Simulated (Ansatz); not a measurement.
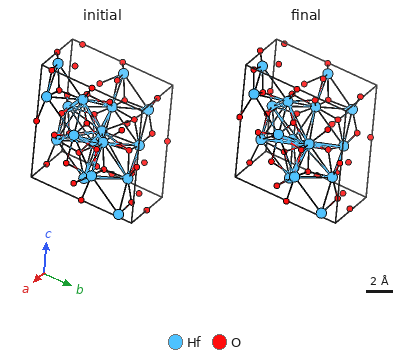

The structure of a defect cell of composition Hf17O31 before (left) and after (right) a relaxation, at one scale.

The picture is a ball-and-stick view of the cell of the calculation (origin shifted), seen slightly off an axis.

Case: Hf on a O site (a), charge +0, atoms relaxed at the host's cell.

Theory: Ansatz 0.2.0, DFT PBE, scalar-relativistic, plane waves, PAW. (plane-wave cutoff 420 eV; k-point mesh 2 × 2 × 2; occupations gaussian; smearing width 0.01 eV; mesh shifted by (0.5, 0.5, 0.5); no spin polarisation; atoms relaxed in a fixed cell; force threshold 0.025 eV/Å; at most 45 steps)

Q: What changed between the two?

A: The run was cut off at its time limit before the relaxation converged, so the last structure is only a point on the way. The largest move is that of a Hf atom, 1.19 Å roughly along [−1 0 −3]. By element the largest moves are Hf 1.19 Å, O 0.57 Å. The lattice vectors keep their values. Among the contacts that change: Hf–Hf 5.709 → 4.204 Å, Hf–Hf 4.041 → 2.939 Å, Hf–Hf 2.157 → 3.243 Å, Hf–O 3.258 → 2.225 Å. New bonds form, among them: Hf–O (3.00 → 2.22 Å), Hf–O (3.26 → 2.23 Å). Bonds break, among them: Hf–O (2.14 → 3.08 Å). Bond angles that change, for instance: Hf–O–Hf 126.1° → 157.6°, Hf–O–Hf 128.3° → 156.1°, Hf–O–Hf 111.1° → 83.9°. After 27 accepted moves (29 points after the start) the energy has fallen by 9.811 eV per cell of the calculation. The largest force component goes from 8.9 to 0.087 eV/Å. The line search rejected the trial steps at points 11, 25 of the run. The run took 30 min on 4 threads of Arm Neoverse V2 (shared host), peak memory 3.9 GiB.
